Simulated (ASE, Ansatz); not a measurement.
# Forces and charges in generalised stacking fault on (111) (glide set) of a GaP-AlP solid solution (72 atoms)

Aim: energy, forces, charges and density of states of generalised stacking fault on (111) (glide set) of a GaP-AlP solid solution (72 atoms) at a fixed geometry.

Program: Ansatz 0.2.0. Level of theory: Kohn-Sham DFT, LDA, PAW (set soft_2), plane waves. Results are calculated unless marked as measured.

**1. Starting point**

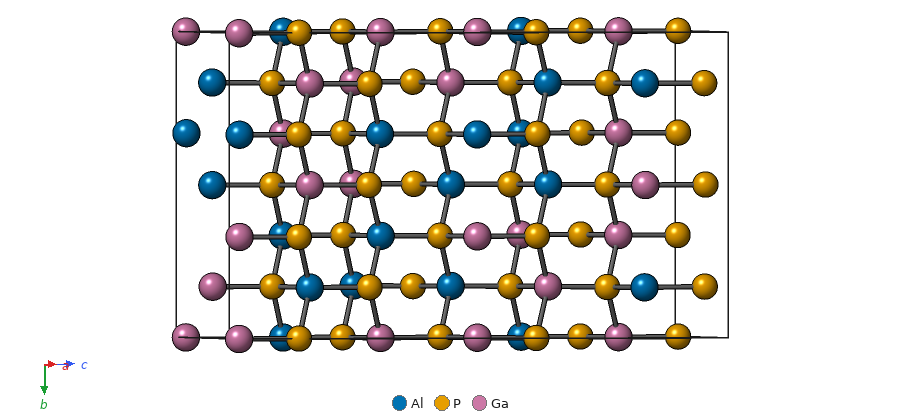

The starting structure, seen from the side, with the c axis across the page (aluminium blue, phosphorus orange, gallium pink). Bonds to atoms that aren't drawn are left out. Some periodic images of atoms are drawn too.

The cell holds 72 atoms: 18 Al, 36 P and 18 Ga. Cell: a = 6.683 Å, b = 11.576 Å, c = 19.233 Å, α = 90.0°, β = 83.3°, γ = 90.0°. It derives from GaP and AlP. Zinc-blende GaP lattice (a = 5.4569 Å, the value set for the mixture), cell with z along [111], 1 x 3 x 2 periods; the third cell vector is tilted by 0.333 of 1/2[11-2] and lengthened by 0.2 Å, so the cell holds one fault (glide set); displaced by a Gaussian of 0.01 Å; 18 of 36 Ga sites given to Al at random (lattice constant by Vegard's rule between GaP and AlP).

Before any run, some limits are plain. The host structure and its lattice constant were typed by rule, without a check against the phase diagram.

**2. Plane-wave single point**

The electrons are solved once, with the atoms held.

Input file input.yaml:

```yaml
crystal:
  lattice:
    - [6.68331, 0.0, 0.0]
    - [0.0, 11.57583, 0.0]
    - [2.22775, 0.0, 19.10326]
  atoms:
    - { symbol: Al, position: [0.49317, 0.16469, 0.0197] }
    - { symbol: P, position: [0.45532, 0.16679, 0.14378] }
    - { symbol: Ga, position: [0.77007, 0.16707, 0.18567] }
    - { symbol: P, position: [0.73287, 0.16841, 0.30947] }
    - { symbol: Ga, position: [0.99423, 0.00086, 0.0202] }
    - { symbol: P, position: [0.94768, 0.99994, 0.14529] }
    - { symbol: Al, position: [0.27244, 0.00026, 0.18533] }
    - { symbol: P, position: [0.22949, 0.99992, 0.30897] }
    - { symbol: Ga, position: [0.54811, 0.00057, 0.35109] }
    - { symbol: P, position: [0.50834, 0.99819, 0.47508] }
    - { symbol: Al, position: [0.49252, 0.50025, 0.01993] }
    - { symbol: P, position: [0.45179, 0.50019, 0.14412] }
    - { symbol: Ga, position: [0.76968, 0.49929, 0.18554] }
    - { symbol: P, position: [0.73057, 0.49907, 0.30821] }
    - { symbol: Al, position: [0.99428, 0.33292, 0.0212] }
    - { symbol: P, position: [0.95057, 0.3325, 0.14419] }
    - { symbol: Ga, position: [0.27123, 0.33346, 0.18511] }
    - { symbol: P, position: [0.23075, 0.33304, 0.30974] }
    - { symbol: Al, position: [0.54985, 0.33354, 0.34983] }
    - { symbol: P, position: [0.51169, 0.33383, 0.47335] }
    - { symbol: Ga, position: [0.05087, 0.16518, 0.34972] }
    - { symbol: P, position: [0.00898, 0.16589, 0.47316] }
    - { symbol: Ga, position: [0.32604, 0.16698, 0.51505] }
    - { symbol: P, position: [0.28601, 0.16713, 0.63881] }
    - { symbol: Al, position: [0.60833, 0.16577, 0.67972] }
    - { symbol: P, position: [0.56343, 0.16812, 0.80432] }
    - { symbol: Ga, position: [0.82819, 0.99898, 0.51551] }
    - { symbol: P, position: [0.7859, 0.00038, 0.63795] }
    - { symbol: Al, position: [0.1071, 0.99979, 0.68001] }
    - { symbol: P, position: [0.06554, 0.99964, 0.80309] }
    - { symbol: Ga, position: [0.38611, 0.00029, 0.84556] }
    - { symbol: P, position: [0.34412, 0.99913, 0.9693] }
    - { symbol: Ga, position: [0.4929, 0.83227, 0.02075] }
    - { symbol: P, position: [0.45171, 0.83227, 0.14452] }
    - { symbol: Al, position: [0.77272, 0.834, 0.18553] }
    - { symbol: P, position: [0.72936, 0.83366, 0.3098] }
    - { symbol: Ga, position: [0.99302, 0.66708, 0.0211] }
    - { symbol: P, position: [0.95231, 0.66769, 0.14438] }
    - { symbol: Al, position: [0.26913, 0.66656, 0.18487] }
    - { symbol: P, position: [0.23103, 0.66552, 0.30996] }
    - { symbol: Al, position: [0.55401, 0.66677, 0.35088] }
    - { symbol: P, position: [0.50892, 0.66695, 0.47434] }
    - { symbol: Ga, position: [0.05175, 0.4993, 0.34953] }
    - { symbol: P, position: [0.00871, 0.49988, 0.47545] }
    - { symbol: Al, position: [0.32687, 0.49997, 0.51595] }
    - { symbol: P, position: [0.28697, 0.50024, 0.63909] }
    - { symbol: Al, position: [0.60592, 0.49908, 0.68094] }
    - { symbol: P, position: [0.56451, 0.50033, 0.80384] }
    - { symbol: Al, position: [0.82826, 0.33394, 0.51502] }
    - { symbol: P, position: [0.78763, 0.3328, 0.63998] }
    - { symbol: Al, position: [0.10708, 0.33503, 0.67968] }
    - { symbol: P, position: [0.06645, 0.33295, 0.80581] }
    - { symbol: Ga, position: [0.3838, 0.3315, 0.84581] }
    - { symbol: P, position: [0.34671, 0.33201, 0.96894] }
    - { symbol: Al, position: [0.8834, 0.16751, 0.84539] }
    - { symbol: P, position: [0.84301, 0.16751, 0.96848] }
    - { symbol: Al, position: [0.0467, 0.83139, 0.35079] }
    - { symbol: P, position: [0.00847, 0.83433, 0.47359] }
    - { symbol: Al, position: [0.326, 0.83207, 0.51549] }
    - { symbol: P, position: [0.28532, 0.83381, 0.63928] }
    - { symbol: Ga, position: [0.60452, 0.83262, 0.68084] }
    - { symbol: P, position: [0.56341, 0.83534, 0.80375] }
    - { symbol: Ga, position: [0.8253, 0.66741, 0.51579] }
    - { symbol: P, position: [0.78775, 0.66631, 0.6391] }
    - { symbol: Ga, position: [0.10857, 0.66597, 0.67865] }
    - { symbol: P, position: [0.06341, 0.66618, 0.8038] }
    - { symbol: Ga, position: [0.38578, 0.66634, 0.84504] }
    - { symbol: P, position: [0.34476, 0.66693, 0.96825] }
    - { symbol: Ga, position: [0.88598, 0.50025, 0.84606] }
    - { symbol: P, position: [0.84223, 0.49922, 0.97104] }
    - { symbol: Al, position: [0.88812, 0.83486, 0.84413] }
    - { symbol: P, position: [0.84311, 0.83301, 0.96964] }
kpoints:
  mp_grid: { grid: [2, 1, 1] }
hamiltonian:
  xc: lda
scf:
  occupations: { method: fermi_dirac, width: 0.05 }
output:
  forces: true
  stress: true
  populations: intrinsic
  dos:
    method: { smearing: { sigma: 0.08 } }
    de: 0.1
    projected: { site_lists: { Al: [Al], Ga: [Ga], P: [P] } }
  eigenvalues: true
  write_density: true
  write_potential: true
  volumetric_format: npy
```

Started as:

```bash
ansatz run input.yaml --threads 8 --pin off --max-ram 15872MiB --backend cpu --events-out ev --progress --plain --runs-dir out
```

The log of the run:

```text
Engine: ansatz 0.2.0, aarch64-unknown-linux-gnu
Pseudopotentials: kind: paw
Pseudopotential: Al, paw, valence charge 3, recommended cutoff 420 eV (normal), Al.paw.azcp
Pseudopotential: P, paw, valence charge 5, recommended cutoff 420 eV (normal), P.paw.azcp
Pseudopotential: Ga, paw, valence charge 13, recommended cutoff 420 eV (normal), Ga.paw.azcp
[... 3 lines on functional and potentials left out ...]
Crystal: 72 atoms, lattice volume = 1477.921 Å³
Basis set: ecut = 420 eV, 28905 PW (Γ)
Bands: 306, of which v1, the nominal top of the filled ones, is band 234 counted from 1 (233 counted from 0)
Symmetry: 1 space group operations
Space group: P1 (ITA 1), of the structure as read, at distance tolerance 1.1e-4 Å
k-points: 2
[... 10 lines on functional and potentials left out ...]
Initial density: superposition of atomic densities (neutral atoms: chi_scale 0, normalization atom), corrected by the library's trained network
Initial wavefunctions: pseudopotential atomic-orbital guess
Functional: x = slater, c = lda
SCF iter   1: F=—  HF=-102124.156367 eV  |F-HF|=—  |Δ(HF+E_count)|=         —  Δρ=5.13e-3  dr2=4.19e-1  ethr=1.77e-3  ⟨swp⟩=8.0  Hψ=2901  notcnv=0  defer=49
preconditioner: auto → Resta (q_TF=auto, 2.252 Å⁻¹)  ε∞=4.0  [insulator: Δε(μ)=1.302 eV  Ē_g=12.074 eV  σ=0.050 eV  W_gap=1.00  n_scr=292 (ndim 8)  ℏωp=20.9 eV  f_vac=0.001  D(μ)=0.00/eV (n_scr^D=0)  ε∞_Penn≈4.0]
SCF iter   2: F=—  HF=-102124.023665 eV  |F-HF|=—  |Δ(HF+E_count)|=   1.33e-1  Δρ=2.81e-3  dr2=8.81e-2  ethr=8.96e-5  ⟨swp⟩=2.0  Hψ=886  notcnv=0  defer=83
SCF iter   3: F=—  HF=-102124.003927 eV  |F-HF|=—  |Δ(HF+E_count)|=   1.97e-2  Δρ=6.88e-4  dr2=1.79e-2  ethr=1.88e-5  ⟨swp⟩=2.0  Hψ=980  notcnv=0  defer=83
SCF iter   4: F=—  HF=-102123.999653 eV  |F-HF|=—  |Δ(HF+E_count)|=   4.27e-3  Δρ=2.15e-4  dr2=8.55e-4  ethr=3.83e-6  ⟨swp⟩=2.0  Hψ=980  notcnv=0  defer=83
SCF iter   5: F=—  HF=-102123.999526 eV  |F-HF|=—  |Δ(HF+E_count)|=   1.28e-4  Δρ=8.18e-5  dr2=9.94e-5  ethr=1.83e-7  ⟨swp⟩=2.5  Hψ=981  notcnv=0  defer=83
SCF iter   6: F=—  HF=-102123.999643 eV  |F-HF|=—  |Δ(HF+E_count)|=   1.17e-4  Δρ=2.28e-5  dr2=1.18e-5  ethr=2.12e-8  ⟨swp⟩=2.0  Hψ=1080  notcnv=0  defer=100
SCF iter   7: F=—  HF=-102123.999641 eV  |F-HF|=—  |Δ(HF+E_count)|=   1.94e-6  Δρ=8.75e-6  dr2=1.86e-6  ethr=2.51e-9  ⟨swp⟩=2.0  Hψ=981  notcnv=0  defer=100
SCF iter   8: F=—  HF=-102123.999641 eV  |F-HF|=—  |Δ(HF+E_count)|=   1.90e-7  Δρ=2.83e-6  dr2=1.82e-7  ethr=3.97e-10  ⟨swp⟩=2.5  Hψ=979  notcnv=0  defer=100
SCF iter   9: F=-102123.999640 eV  HF=-102123.999640 eV  |F-HF|=1.74e-8  |Δ(HF+E_count)|=   4.59e-8  Δρ=7.20e-7  dr2=2.60e-8  ethr=2.14e-11  ⟨swp⟩=20.5  Hψ=5476  notcnv=0
SCF 1 converged in 9 iterations: F = -102123.999640 eV  dr2 = 2.60e-8
  greatest PAW one-centre occupation: 0.995 electrons in one spin orbital (limit 2), on the Ga atom at site 36 (counted from 0), in its partial waves of l = 2
SCF converged after 9 iterations
Free energy (F): -102123.999640 eV
Harris-Foulkes:  -102123.999640 eV  (|F-HF|=1.74e-8)
Internal energy: -102123.999634 eV  (E = F + TS)
E sigma→0 (E₀):  -102123.999637 eV
Entropy (-TS):   -0.000007 eV (-0.000 meV/atom)
Fermi energy:    6.695304 eV
--- Per-component energies (eV) ---
  E_band       = -1283.615828
  E_kinetic    = 5047.516013
  E_local      = -48380.638615  (includes V_loc(G=0)·N_el)
  E_nonlocal   = 9156.276658
  E_hartree    = 22252.087233
  E_xc         = -4148.208205
  E_vxc        = -3773.012507  (∫ρ·V_xc dr)
  E_paw        = -61863.533024  (= ΣΔE_a)
  E_vpaw       = -7837.928000  (= ΣTr[D̂ρ^β])
  E_aug_tail   = -0.002094  (compensation charges beyond the density's cutoff)
  E_ewald      = -24223.837789
  E_core_change = 36.340189  (= ΣΔE_core)
  E_smearing   = -0.000007  (= −TS)
  E_closure    = 0.000000  (closes the sum)
  Σ components = -102123.999640   (vs F -102123.999640, Δ=0.00e0)
--- Forces (eV/Å), atoms counted from 1 ---
  atom   1  Al     0.10963720     0.11286113    -1.11048204
  atom   2  P     -0.26219433     0.07421718    -0.00941638
  atom   3  Ga     0.08589270    -0.05477175     0.15922578
  atom   4  P     -0.18289569    -0.35120612    -0.11069832
  atom   5  Ga    -0.09222543    -0.06307202    -0.97995103
  atom   6  P      0.29888986     0.24599405    -0.34978528
  atom   7  Al    -0.08967985     0.01209302    -0.06929483
  atom   8  P      0.07218506    -0.14272024     0.01342223
  atom   9  Ga     0.06249696     0.12799922     0.06033450
  atom  10  P     -0.02157818     0.29921602    -0.14759223
  atom  11  Al     0.01294251    -0.04453922    -1.12868691
  atom  12  P     -0.07156459    -0.08195295    -0.06090636
  atom  13  Ga     0.10118240     0.10094137    -0.10296538
  atom  14  P      0.13563531     0.14573165     0.11124487
[...]
atom  71  Al    -0.24444449    -0.19457498     0.30181230
  atom  72  P      0.01561844     0.07218648     1.00329932
  max |Σ_I F_I| component: 9.91e-5 eV/Å
--- Stress (GPa, compression-positive) ---
       -3.208979      -0.040479       0.117110
       -0.040479      -1.149074       0.029954
        0.117110       0.029954      -3.710469
  P = ⅓ Tr σ = -2.6895 GPa (-26.895 kbar)
--- Band table (eV) ---
  k-point 0: bands = ["-8.9312", "-8.9160", "-8.9035", "-8.8991", [... 290 levels ...], "10.3978", "10.4286", "10.4498", "10.4761", "10.5067", "10.5139", "10.5359", "10.6136", "10.7354", "10.7493", "10.7684", "10.7933"]
  k-point 1: bands = ["-8.9318", "-8.9195", "-8.9083", "-8.8964", [... 290 levels ...], "10.5215", "10.5535", "10.5882", "10.6078", "10.6126", "10.6292", "10.6505", "10.6703", "10.7173", "10.7201", "10.7970", "10.8181"]
--- intrinsic populations: 72 sites ---
  site symbol       q [e]
     0     Al      2.6601
     1      P      5.1714
     2     Ga     13.0070
[...]
71      P      5.1028
  spilling = -0.000000 (of n_electrons = 468.000000)
```

Run time: 28 s. Hardware: 8 threads of Arm Neoverse V2, shared host; peak memory 4.4 GiB.

In the SCF lines HF is the Harris–Foulkes energy and dr2 the Hartree energy of the density residual, in eV; the loop may stop once dr2 is under the threshold and the program's other checks hold. Hψ counts applications of the Hamiltonian.

Numbers from this run:

- free energy: -102123.9996 eV
- free energy per atom: -1418.3889 eV/atom
- SCF cycles: 9
- pressure: -2.69 GPa
- r.m.s. force component: 0.307 eV/Å
- longest force: 1.38 eV/Å
- Fermi energy: 6.695 eV
- gap (highest filled to lowest empty level): 1.259 eV

Length of the force by element:

```tsv
element	coordination	atoms	mean length of the force (eV/Å)	spread	least	most
Al	all	18	0.393	0.381	0.0954	1.38
Ga	all	18	0.369	0.345	0.142	1.23
P	all	36	0.410	0.347	0.0648	1.30
```

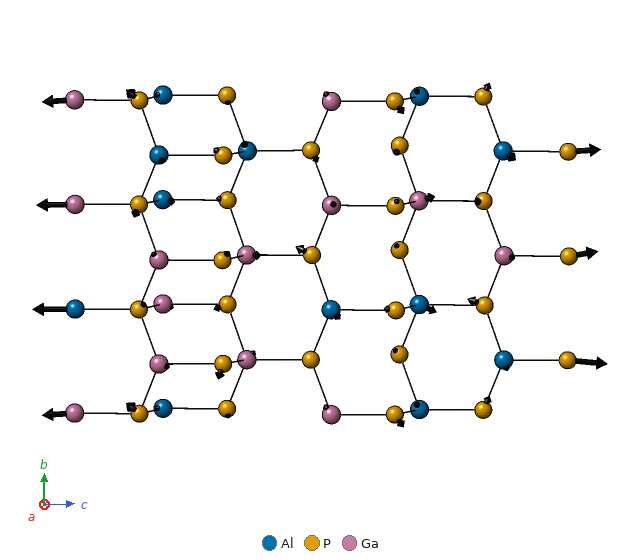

Forces as arrows; the longest in the cell is 1.38 eV/Å. Drawn is a slice 4 Å thick, seen along the normal of the bc plane.

Intrinsic-atomic-orbital charges by element:

```tsv
element	coordination	atoms	mean charge (e)	spread	least	most
Al	all	18	0.352	0.0072	0.337	0.363
Ga	all	18	-0.0091	0.0052	-0.0172	-3.0e-4
P	all	36	-0.172	0.0782	-0.357	-0.0697
```

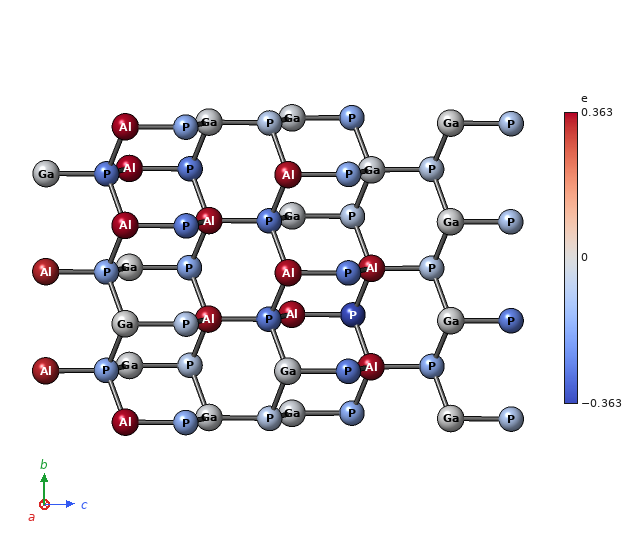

Atoms coloured by intrinsic-atomic-orbital charge. Drawn is a slice 4 Å thick, seen along the normal of the bc plane.

Charge against the make-up of the first shell:

```tsv
Al neighbours of P	atoms	mean charge (e)
1	12	-0.081
2	13	-0.17
3	10	-0.264
4	1	-0.357
```

Density of states as counts of states in windows of 1 eV (from the Fermi level), total and the larger projections:

```tsv
from (eV)	to (eV)	total	P p	Ga p	Al p	Ga s	Al s	P s
-10	-9	0.2	0.0	0.0	0.0	0.0	0.0	0.1
-9	-8	0.0	0.0	0.0	0.0	0.0	0.0	0.0
-8	-7	11.5	5.1	0.5	0.6	4.4	0.4	0.5
-7	-6	29.0	14.1	1.4	1.4	5.8	4.5	1.7
-6	-5	18.7	9.8	1.2	1.0	1.3	3.3	1.9
-5	-4	32.5	18.8	4.8	4.4	1.0	1.5	1.6
-4	-3	42.9	27.4	6.6	6.1	0.7	0.9	0.8
-3	-2	53.3	37.4	7.4	6.7	0.4	0.5	0.4
-2	-1	26.1	20.4	2.8	2.3	0.1	0.1	0.1
-1	0	2.1	1.8	0.1	0.1	0.0	0.0	0.0
0	1	5.9	0.8	0.8	1.2	0.9	0.2	1.2
1	2	41.5	7.8	6.1	7.4	5.9	3.0	5.9
2	3	35.9	7.9	5.7	5.9	2.1	4.5	3.5
```

The curve was stored every 0.10 eV, coarse against its broadening of 0.08 eV, so these counts are rough.

Between -16 and -10 eV lie 252 more states.

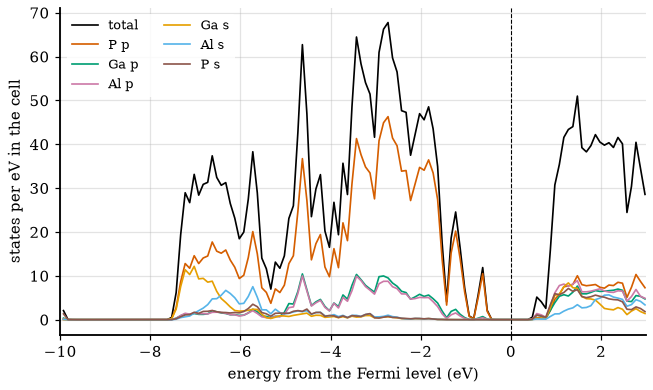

Total and projected density of states, with the broadening of the input.

The levels nearest the highest filled one (over half full), pooled over k-points and spins:

```tsv
level less the highest filled one (eV)	occupation
-0.589	2
-0.527	2
-0.502	2
-0.408	2
-0.0016	2
0	2
1.26	0
1.52	0
1.57	0
1.61	0
1.63	0
1.66	0
```

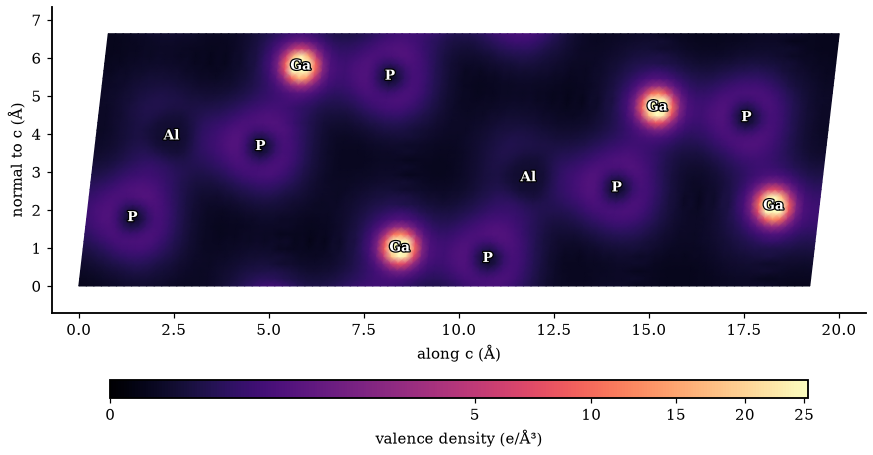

Valence density in the ca plane at fractional y = 0.000, with atoms of Ga and P and Al within 0.2 Å of it. It is the smooth field of the valence electrons, not physical close to the nuclei. The map starts off the cell's origin, so that atoms lie inside it. The colour scale is stretched toward low values.

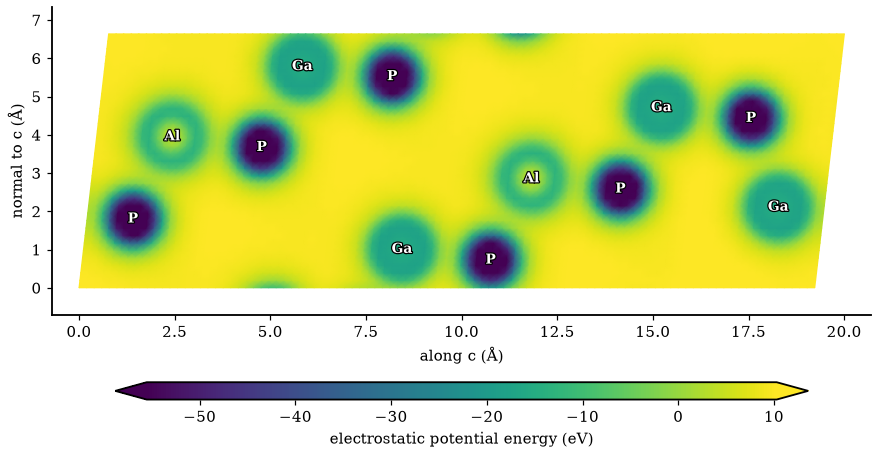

Electrostatic potential energy in the ca plane at fractional y = 0.000, with atoms of Ga and P and Al within 0.2 Å of it. With pseudopotentials it is smooth inside the atoms' cores, unlike the true potential. The map starts off the cell's origin, so that atoms lie inside it.

Mean intrinsic-atomic-orbital charges: Al +0.35, Ga -0.01, P -0.17 e. Charges this small depend on the projection, at times even in sign. The charge on P changes by -0.092 e for each Al neighbour that takes the place of another kind, on average.

(Part 1 of 2 ends here.)

[Logs are printed without paths, hosts, clocks, repeated set-up lines and the standing remarks that a program may print on its own settings, such as how far it seeks lower states.]

[Hosts, paths, dates, database ids (printed as entryN), source tags and the programs' standing remarks are cut or masked in the printed files.]
